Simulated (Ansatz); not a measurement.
MgSi$_{16}$ (charge +2): geometry relaxation (part 1 of 2)

The run: geometry relaxation of MgSi$_{16}$ (defect cell, 17 atoms in the cell, total charge +2). Method and program: DFT PBE, scalar-relativistic, plane waves, PAW, no spin polarisation (Ansatz 0.2.0).

The structure derives from a Materials Project entry. It belongs to a series of runs on one base structure; here: Mg interstitial, charge +2, atoms relaxed at the host's cell.

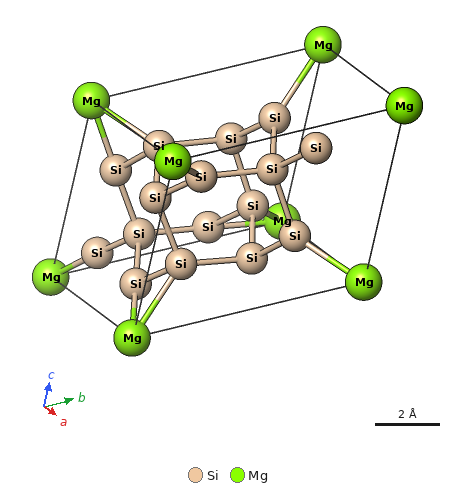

*The input geometry (ball-and-stick view of the cell of the calculation, seen slightly off an axis).*

Near neighbours in the crystal (not all of them lie inside the picture): Si has 1 Mg at 2.45 to 2.80 Å and 4 Si at 2.27 to 2.50 Å; Si has 4 Si at 2.27 to 2.40 Å; Mg has 10 Si at 2.45 to 2.80 Å.

The input:
```yaml
crystal:
  lattice:
    - [0.0, 5.4700937624, -5.4700937624]
    - [5.4700937624, 5.4700937624, 0.0]
    - [5.4700937624, 0.0, -5.4700937624]
  atoms:
    - { symbol: Si, position: [0.1228713183, 0.1307477129, 0.1362446779] }
    - { symbol: Si, position: [0.1272882851, 0.6086732252, 0.1324995342] }
    - { symbol: Si, position: [0.6132749211, 0.1246795388, 0.1325116978] }
    - { symbol: Si, position: [0.6262663129, 0.6230239891, 0.1234539005] }
    - { symbol: Si, position: [0.1363452081, 0.1223441059, 0.6117893247] }
    - { symbol: Si, position: [0.1218392908, 0.6228507548, 0.62787026] }
    - { symbol: Si, position: [0.6264686655, 0.1185279831, 0.6278334606] }
    - { symbol: Si, position: [0.626319955, 0.6230916826, 0.6278738378] }
    - { symbol: Si, position: [0.2546478399, 0.7349062337, 0.2576637901] }
    - { symbol: Si, position: [0.2503875824, 0.2468462431, 0.2514684484] }
    - { symbol: Si, position: [0.7493799964, 0.7426798065, 0.2556119231] }
    - { symbol: Si, position: [0.7486785235, 0.2521771434, 0.2513588372] }
    - { symbol: Si, position: [0.2483295738, 0.7448125315, 0.7489311256] }
    - { symbol: Si, position: [0.255522084, 0.2425843366, 0.7522229743] }
    - { symbol: Si, position: [0.7501490009, 0.7468785399, 0.7518268263] }
    - { symbol: Si, position: [0.7461689837, 0.2532579475, 0.7457304671] }
    - { symbol: Mg, position: [0.0009093992, -0.0038184704, 0.0003342823] }
  host:
    lattice:
      - [0.0, 2.7350468812, 2.7350468812]
      - [2.7350468812, 0.0, 2.7350468812]
      - [2.7350468812, 2.7350468812, 0.0]
    atoms:
      - { symbol: Si, position: [0.75, 0.75, 0.75] }
      - { symbol: Si, position: [0.5, 0.5, 0.5] }
total_charge: 2
basis:
  ecutwfc: 420
  xc_grid: 2
kpoints:
  mp_grid: { grid: [2, 2, 2], shift: [0.0, 0.0, 0.0] }
hamiltonian:
  xc: pbe
scf:
  occupations: { method: gaussian, width: 0.01 }
output:
  forces: true
  stress: false
  eigenvalues: true
  charged_corrections:
    defect_position: [0.0, 0.0, 0.0]
    epsilon: [[12.9823, 0.0, 0.0], [0.0, 12.9823, 0.0], [0.0, 0.0, 12.9823]]
  write_density: true
  write_potential: true
  elf: true
  volumetric_format: npy
relax:
  adjacent_minimum: "off"
  f_tol: 0.025
  max_steps: 45
```

Run on 4 threads of Intel Xeon @ 2.10GHz (Emerald Rapids), 189 GiB of memory available, shared host.

Run as:
```bash
ansatz run input.yaml --threads 4 --pin off --max-ram 8192MiB --backend cpu --events-out ev --progress --plain --runs-dir out
```

Log:
```
Engine: ansatz 0.2.0, x86_64-unknown-linux-gnu
Pseudopotentials: kind: paw
Pseudopotential: Si, paw, valence charge 4, recommended cutoff 420 eV (normal), Si.paw.azcp
Pseudopotential: Mg, paw, valence charge 10, recommended cutoff 420 eV (normal), Mg.paw.azcp
Functional definition: PBE
  parameter kappa = 0.804
  parameter beta = 0.06672455060314922
  exchange = pbe_x(kappa = kappa, mu = beta*pi^2/3)
  correlation = pbe_c(beta = beta)
Crystal: 17 atoms, lattice volume = 327.351 Å³
Basis set: ecut = 420 eV, 6375 PW (Γ), exchange–correlation on 108×108×108 points (8 copies of the dense FFT grid, shifted against one another)
Bands: 53, of which v1, the nominal top of the filled ones, is band 36 counted from 1 (35 counted from 0)
Symmetry: 1 space group operations
Space group: P1 (ITA 1), of the structure as read, at distance tolerance 6.9e-5 Å
k-points: 8
Non-local potential: Si, projectors of the file, l = 0: 2, l = 1: 2, l = 2: 2
Non-local potential: Mg, projectors of the file, l = 0: 3, l = 1: 2, l = 2: 1
PAW form: soft (Blöchl's): semilocal exchange-correlation on the pseudo side does not see the compensation charge
PAW one-centre angular grid: Si, 110 points (default); XC on 64 Gauss nodes
PAW one-centre angular grid: Mg, 110 points (default); XC on 64 Gauss nodes
Initial density: superposition of atomic densities (neutral atoms scaled as one to the charged cell's electrons: chi_scale 0, normalization atom), corrected by the library's trained network
Initial wavefunctions: pseudopotential atomic-orbital guess
Functional: x = pbe(κ = 0.804, μ = 0.2195149727645171), c = pbe(β = 0.06672455060314922)
SCF iter   1: F=—  HF=-12108.346712 eV  |F-HF|=—  |Δ(HF+E_count)|=         —  Δρ=2.12e-2  dr2=3.21e0  ethr=1.77e-3  ⟨swp⟩=7.9  Hψ=2219  notcnv=0  defer=33
preconditioner: auto → Resta (q_TF=auto, 2.120 Å⁻¹)  ε∞=5.4  [insulator: Δε(μ)=0.052 eV  Ē_g=7.835 eV  σ=0.010 eV  W_gap=1.00  n_scr=58 (ndim 8)  ℏωp=16.4 eV  f_vac=0.000  D(μ)=0.04/eV (n_scr^D=0)  ε∞_Penn≈5.4]
SCF iter   2: F=—  HF=-12107.513021 eV  |F-HF|=—  |Δ(HF+E_count)|=   8.34e-1  Δρ=9.34e-3  dr2=5.09e-1  ethr=1.77e-3  ⟨swp⟩=3.0  Hψ=896  notcnv=0  defer=70
SCF iter   3: F=—  HF=-12107.352120 eV  |F-HF|=—  |Δ(HF+E_count)|=   1.61e-1  Δρ=2.86e-3  dr2=4.15e-2  ethr=7.07e-4  ⟨swp⟩=3.0  Hψ=748  notcnv=0  defer=70
SCF iter   4: F=—  HF=-12107.349527 eV  |F-HF|=—  |Δ(HF+E_count)|=   2.59e-3  Δρ=1.62e-3  dr2=2.39e-2  ethr=5.76e-5  ⟨swp⟩=2.8  Hψ=732  notcnv=0  defer=70
SCF iter   5: F=—  HF=-12107.346859 eV  |F-HF|=—  |Δ(HF+E_count)|=   2.67e-3  Δρ=5.03e-4  dr2=1.86e-3  ethr=3.31e-5  ⟨swp⟩=3.2  Hψ=607  notcnv=0  defer=70
SCF iter   6: F=—  HF=-12107.347144 eV  |F-HF|=—  |Δ(HF+E_count)|=   2.85e-4  Δρ=1.49e-4  dr2=1.35e-4  ethr=2.59e-6  ⟨swp⟩=3.0  Hψ=746  notcnv=0  defer=70
SCF iter   7: F=—  HF=-12107.347195 eV  |F-HF|=—  |Δ(HF+E_count)|=   5.06e-5  Δρ=4.98e-5  dr2=1.62e-5  ethr=1.87e-7  ⟨swp⟩=3.0  Hψ=666  notcnv=0  defer=70
SCF iter   8: F=-12107.347199 eV  HF=-12107.347199 eV  |F-HF|=2.57e-7  |Δ(HF+E_count)|=   4.24e-6  Δρ=9.62e-6  dr2=4.92e-7  ethr=2.17e-8  ⟨swp⟩=21.5  Hψ=3955  notcnv=0
SCF 1 converged in 8 iterations: F = -12107.347199 eV  dr2 = 4.92e-7
  greatest PAW one-centre occupation: 1.000 electrons in one spin orbital (limit 2), on the Mg atom at site 16 (counted from 0), in its partial waves of l = 0
relax step   1: F+E_penalty+E_count = -12107.34719918 eV  Δ(F+E_penalty+E_count) = +0.000e0 eV  max|allowed force component| = 8.360e-1 eV/Å  Δτ_max = 0.0000 Å  (8 SCF iters, dr2 threshold 1.56e-5 eV, accepted)
Initial density: handed on by an earlier stage of this run
Initial wavefunctions: those handed on with the density
iter 1 solved again at ethr=2.75e-5 eV; its pass at ethr=3.10e-3 eV (dr2=1.98e-2 eV) is discarded
SCF iter   1: F=—  HF=-12107.450521 eV  |F-HF|=—  |Δ(HF+E_count)|=         —  Δρ=2.33e-3  dr2=2.26e-2  ethr=2.75e-5  ⟨swp⟩=3.0  Hψ=1423  notcnv=0  defer=70
preconditioner: auto → Resta (q_TF=auto, 2.120 Å⁻¹)  ε∞=5.4  [insulator: Δε(μ)=0.076 eV  Ē_g=7.860 eV  σ=0.010 eV  W_gap=1.00  n_scr=58 (ndim 8)  ℏωp=16.4 eV  f_vac=0.000  D(μ)=0.00/eV (n_scr^D=0)  ε∞_Penn≈5.4]
SCF iter   2: F=—  HF=-12107.446225 eV  |F-HF|=—  |Δ(HF+E_count)|=   4.30e-3  Δρ=1.21e-3  dr2=4.75e-3  ethr=2.75e-5  ⟨swp⟩=2.6  Hψ=570  notcnv=0  defer=70
SCF iter   3: F=—  HF=-12107.445372 eV  |F-HF|=—  |Δ(HF+E_count)|=   8.53e-4  Δρ=2.08e-4  dr2=1.52e-4  ethr=6.59e-6  ⟨swp⟩=2.9  Hψ=601  notcnv=0  defer=70
SCF iter   4: F=-12107.445385 eV  HF=-12107.445385 eV  |F-HF|=2.12e-7  |Δ(HF+E_count)|=   1.30e-5  Δρ=4.32e-5  dr2=1.20e-5  ethr=6.07e-8  ⟨swp⟩=20.1  Hψ=4196  notcnv=0
SCF 2 converged in 4 iterations: F = -12107.445385 eV  dr2 = 1.20e-5
relax step   2: F+E_penalty+E_count = -12107.44538487 eV  Δ(F+E_penalty+E_count) = -9.819e-2 eV  max|allowed force component| = 1.530e-1 eV/Å  Δτ_max = 0.0454 Å  (4 SCF iters, dr2 threshold 4.37e-5 eV, accepted)
SCF iter   1: F=—  HF=-12107.453673 eV  |F-HF|=—  |Δ(HF+E_count)|=         —  Δρ=1.74e-3  dr2=8.18e-3  ethr=1.20e-4  ⟨swp⟩=3.2  Hψ=969  notcnv=0  defer=70
preconditioner: auto → Resta (q_TF=auto, 2.120 Å⁻¹)  ε∞=5.4  [insulator: Δε(μ)=0.085 eV  Ē_g=7.854 eV  σ=0.010 eV  W_gap=1.00  n_scr=58 (ndim 8)  ℏωp=16.4 eV  f_vac=0.000  D(μ)=0.00/eV (n_scr^D=0)  ε∞_Penn≈5.4]
SCF iter   2: F=—  HF=-12107.452394 eV  |F-HF|=—  |Δ(HF+E_count)|=   1.28e-3  Δρ=9.24e-4  dr2=2.02e-3  ethr=1.14e-5  ⟨swp⟩=2.1  Hψ=534  notcnv=0  defer=70
SCF iter   3: F=—  HF=-12107.452140 eV  |F-HF|=—  |Δ(HF+E_count)|=   2.54e-4  Δρ=1.02e-4  dr2=2.84e-5  ethr=2.81e-6  ⟨swp⟩=2.0  Hψ=667  notcnv=0  defer=70
SCF iter   4: F=—  HF=-12107.452095 eV  |F-HF|=—  |Δ(HF+E_count)|=   4.50e-5  Δρ=2.03e-5  dr2=1.48e-6  ethr=2.03e-9  ⟨swp⟩=19.6  Hψ=3759  notcnv=0
SCF iter   5: F=-12107.452096 eV  HF=-12107.452096 eV  |F-HF|=6.05e-8  |Δ(HF+E_count)|=   5.35e-7  Δρ=4.14e-6  dr2=6.80e-8  ethr=2.03e-9  ⟨swp⟩=9.6  Hψ=2730  notcnv=0
SCF 3 converged in 5 iterations: F = -12107.452096 eV  dr2 = 6.80e-8
relax step   3: F+E_penalty+E_count = -12107.45209583 eV  Δ(F+E_penalty+E_count) = -6.711e-3 eV  max|allowed force component| = 3.260e-2 eV/Å  Δτ_max = 0.0299 Å  (5 SCF iters, dr2 threshold 1.46e-6 eV, accepted)
SCF iter   1: F=—  HF=-12107.453527 eV  |F-HF|=—  |Δ(HF+E_count)|=         —  Δρ=1.17e-3  dr2=3.51e-3  ethr=3.27e-5  ⟨swp⟩=3.1  Hψ=940  notcnv=0  defer=70
preconditioner: auto → Resta (q_TF=auto, 2.120 Å⁻¹)  ε∞=5.4  [insulator: Δε(μ)=0.078 eV  Ē_g=7.853 eV  σ=0.010 eV  W_gap=1.00  n_scr=58 (ndim 8)  ℏωp=16.4 eV  f_vac=0.000  D(μ)=0.00/eV (n_scr^D=0)  ε∞_Penn≈5.4]
SCF iter   2: F=—  HF=-12107.452942 eV  |F-HF|=—  |Δ(HF+E_count)|=   5.85e-4  Δρ=6.07e-4  dr2=8.75e-4  ethr=4.88e-6  ⟨swp⟩=2.0  Hψ=795  notcnv=0  defer=70
SCF iter   3: F=—  HF=-12107.452801 eV  |F-HF|=—  |Δ(HF+E_count)|=   1.41e-4  Δρ=5.66e-5  dr2=8.42e-6  ethr=1.22e-6  ⟨swp⟩=2.0  Hψ=661  notcnv=0  defer=70
SCF iter   4: F=—  HF=-12107.452754 eV  |F-HF|=—  |Δ(HF+E_count)|=   4.63e-5  Δρ=1.05e-5  dr2=4.86e-7  ethr=1.17e-8  ⟨swp⟩=2.0  Hψ=621  notcnv=0  defer=70
SCF iter   5: F=-12107.452755 eV  HF=-12107.452755 eV  |F-HF|=1.89e-8  |Δ(HF+E_count)|=   7.91e-8  Δρ=2.63e-6  dr2=2.50e-8  ethr=1.39e-10  ⟨swp⟩=18.0  Hψ=3250  notcnv=0
SCF 4 converged in 5 iterations: F = -12107.452755 eV  dr2 = 2.50e-8
relax step   4: F+E_penalty+E_count = -12107.45275455 eV  Δ(F+E_penalty+E_count) = -6.587e-4 eV  max|allowed force component| = 7.469e-3 eV/Å  Δτ_max = 0.0139 Å  (5 SCF iters, accepted)
```

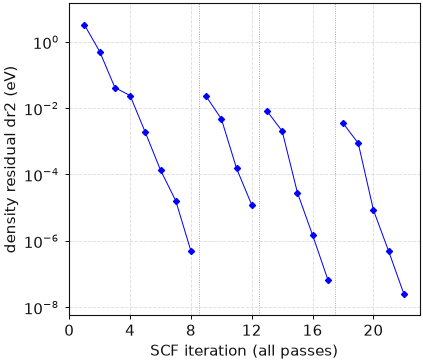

*Convergence of the self-consistent field: density residual dr2 against the SCF iteration. The dotted lines part the SCF passes of the relaxation: geometry steps, rejected trials and re-solves on a re-selected basis.*

The passes take 8, 4, 5 and 5 iterations.

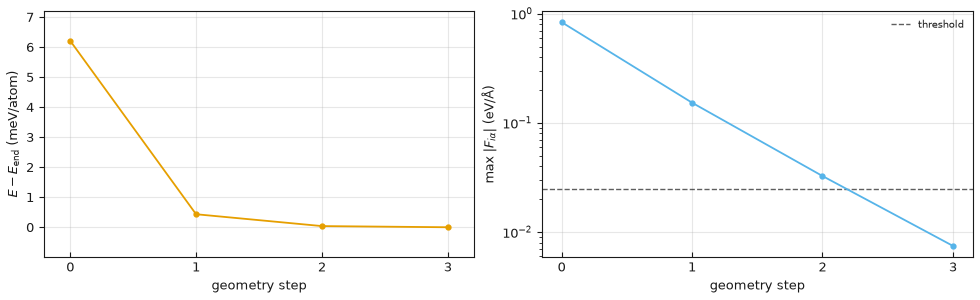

*Progress of the relaxation, step by step (the first geometry is step 0 here and step 1 in the log).*

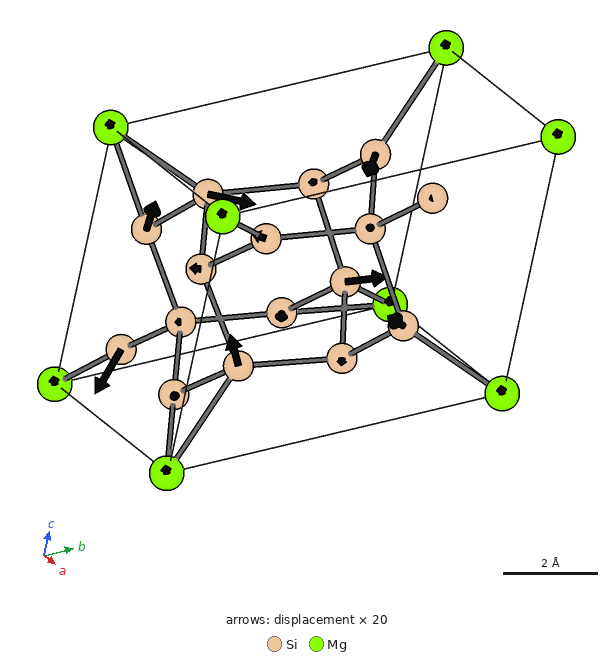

*The starting structure with the displacements as black arrows, magnified 20 times (ball-and-stick view of the cell of the calculation, seen slightly off an axis).*

Over 3 geometry steps the energy falls by 6.2 meV per atom. Largest force component: 0.84 eV/Å at the start, 0.0075 eV/Å at the end. The largest move is that of Si1, 0.057 Å. Largest moves by element: Si 0.057 Å, Mg 0.011 Å. The cell stays as it was. Among the contacts that change: Si1–Si9 2.502 → 2.426 Å, Si1–Si12 2.365 → 2.425 Å, Si6–Si14 2.402 → 2.350 Å, Si14–Mg17 2.741 → 2.787 Å. Among the angles that change: Si9–Si1–Si14 105.3° → 108.6°, Si10–Si1–Si12 112.9° → 110.3°, Si10–Si1–Mg17 177.3° → 179.8°. (Atoms are counted from 1 in the order of the input.)

```
SCF converged after 5 iterations
Free energy (F): -12107.452755 eV
Harris-Foulkes:  -12107.452755 eV  (|F-HF|=1.89e-8)
Internal energy: -12107.452755 eV  (E = F + TS)
E sigma→0 (E₀):  -12107.452755 eV
Fermi energy:    6.577717 eV
--- Per-component energies (eV) ---
  E_band       = -260.628845
  E_kinetic    = 708.249147
  E_local      = -2498.159682  (includes V_loc(G=0)·N_el)
  E_nonlocal   = 502.804472
  E_hartree    = 928.967228
  E_xc         = -896.229629
  E_vxc        = -765.236353  (∫ρ·V_xc dr)
  E_paw        = -8496.090903  (= ΣΔE_a)
  E_vpaw       = -66.221560  (= ΣTr[D̂ρ^β])
  E_aug_tail   = 0.000100  (compensation charges beyond the density's cutoff)
  E_ewald      = -2356.993488
  E_smearing   = -0.000000  (= −TS)
  E_closure    = 0.000000  (closes the sum)
  E_deformation_potential = 26.088570  (in the stress; not in F)
  Σ components = -12107.452755   (vs F -12107.452755, Δ=0.00e0)
--- Forces (eV/Å), atoms counted from 1 ---
  atom   1  Si     0.00180064    -0.00063039    -0.00310152
  atom   2  Si    -0.00021332    -0.00296413    -0.00248639
  atom   3  Si     0.00136426    -0.00243706    -0.00039240
  atom   4  Si    -0.00066375    -0.00103286    -0.00069153
  atom   5  Si    -0.00002119    -0.00076839    -0.00138447
  atom   6  Si     0.00357424    -0.00577979     0.00057386
  atom   7  Si    -0.00365158    -0.00485763    -0.00539417
  atom   8  Si     0.00363401     0.00185079    -0.00403127
  atom   9  Si    -0.00227866     0.00095839    -0.00192499
  atom  10  Si     0.00075694     0.00237441     0.00078252
  atom  11  Si     0.00025445    -0.00065487     0.00324795
  atom  12  Si     0.00286313     0.00004427     0.00390563
  atom  13  Si    -0.00628465     0.00165104     0.00110093
  atom  14  Si    -0.00120738     0.00746944     0.00247762
  atom  15  Si    -0.00034004     0.00290141     0.00171584
  atom  16  Si     0.00033997    -0.00101424     0.00554549
  atom  17  Mg     0.00011267     0.00290253     0.00008063
  max |Σ_I F_I| component: 3.97e-5 eV/Å
--- Charged-cell corrections in eV (Makov–Payne, q = +2.000 e, ε = 12.982) ---
  F (periodic)     = -12107.452755  (uncorrected; the corrections below are reported, never added to it)
  E_corr1          = +0.929676  (monopole, q²α_M/2εL)
  F Makov-Payne    = -12106.523078  (F + E_corr1; no measured alignment; for a localised charge, not one spread in a band: unchecked)
  no potential alignment in this run, which stands beside a crystal: run the host's input off ansatz write-host-input, and read the two finished runs by ansatz place-levels (neither reads a slab, a wire or a sheet, whose cell leaves a vacuum)
--- Band table (eV; the first three rows and the last of 8) ---
```
